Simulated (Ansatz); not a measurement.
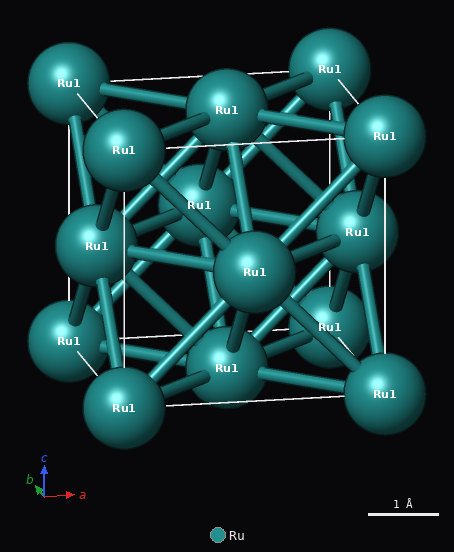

The starting point is a symmetric starting cell of Ru. The picture is a ball-and-stick view of the conventional cell (4 times the calculation's cell), seen slightly off an axis. Lengths and directions refer to the drawn axes.

Level of theory: Ansatz 0.2.0, DFT PBEsol, scalar-relativistic, plane waves, PAW. Set-up: plane-wave cutoff 420 eV; k-point mesh 18 × 18 × 18; occupations gaussian; smearing width 0.1 eV; no spin polarisation.

The variant: All lengths are scaled by −1.7 % (volume −4.9 %), the atoms keeping their fractional coordinates. No relaxation follows. The starting cell wasn't computed here and needn't be at equilibrium, so pressure and forces aren't due to the change alone.

Input
```yaml
crystal:
  lattice:
    - [0.0, 1.8834025, 1.8834025]
    - [1.8834025, 0.0, 1.8834025]
    - [1.8834025, 1.8834025, 0.0]
  atoms:
    - { symbol: Ru, position: [0.0, 0.0, 0.0] }
basis:
  ecutwfc: 420
kpoints:
  mp_grid: { grid: [18, 18, 18] }
hamiltonian:
  xc: pbesol
scf:
  occupations: { method: gaussian, width: 0.1 }
output:
  forces: true
  stress: true
  eigenvalues: true
```

Command:
```bash
ansatz run input.yaml --threads 1 --pin off --max-ram 1331MiB --backend cpu --events-out ev --progress --plain --runs-dir out
```

**What does the calculation give for the changed structure?**

The pressure is 0.4 GPa (not all of it need come from the change, since the unchanged cell can be under pressure at this level too). All forces vanish by symmetry. Among the bonded contacts that change: Ru–Ru 2.708 → 2.664 Å. The space group stays Fm-3m (No. 225).

Drawn alike, the variant:

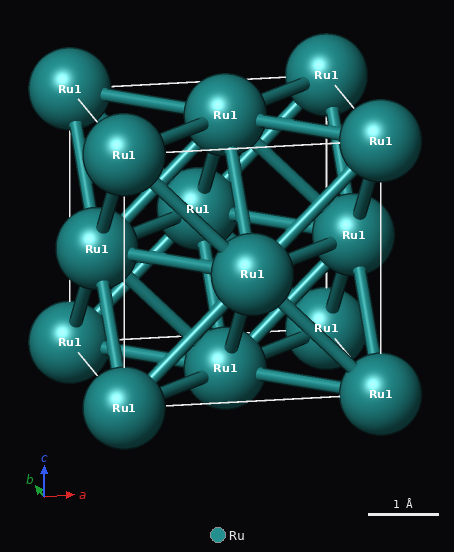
